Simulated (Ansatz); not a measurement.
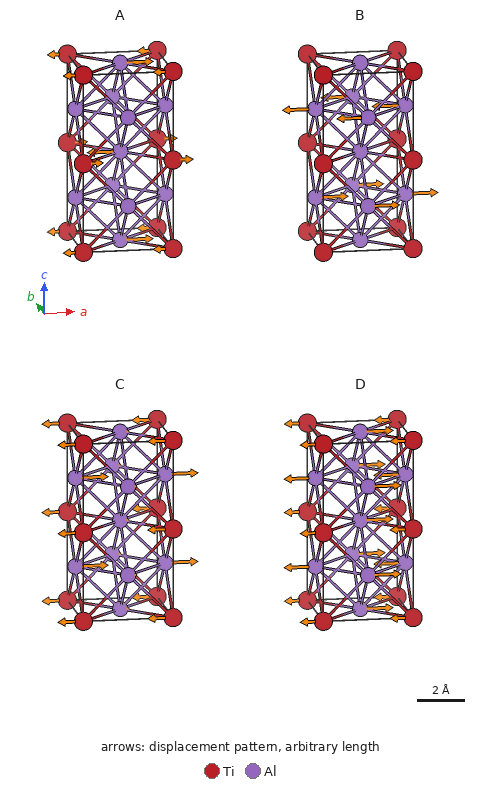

Four modes of a crystal of TiAl3 at the zone centre of a doubled cell, in no order (one member of each degenerate set). Displacements are drawn as orange arrows; their common scale and sign are arbitrary. A ball-and-stick model of the cell of the calculation, seen slightly off an axis.

Method: Ansatz, DFT r2SCAN, scalar-relativistic, plane waves, PAW. Set-up: plane-wave cutoff 500 eV; k-point mesh 12 × 12 × 6; occupations gaussian; smearing width 0.15 eV; no spin polarisation.

> Order them from the lowest to the highest frequency (imaginary ones first).

B (206 cm⁻¹), C (272 cm⁻¹), A (312 cm⁻¹), D (360 cm⁻¹). B, doubly degenerate: The Ti and Al (1c) atoms stay at rest; all motion is along a of the drawn cell; atoms of one kind move against one another, with no net shift of their sublattice. C, triply degenerate: All motion is along a of the drawn cell; the kinetic energy is shared as Al 55 %, Ti 45 %. A, doubly degenerate: The Al (2c) atoms stay at rest; all motion is along a of the drawn cell; atoms of one kind move against one another, with no net shift of any sublattice; the kinetic energy is shared as Al 70 %, Ti 30 %. D, triply degenerate: All motion is along a of the drawn cell; the kinetic energy is shared as Al 82 %, Ti 18 %. The crystal is metallic in this run.
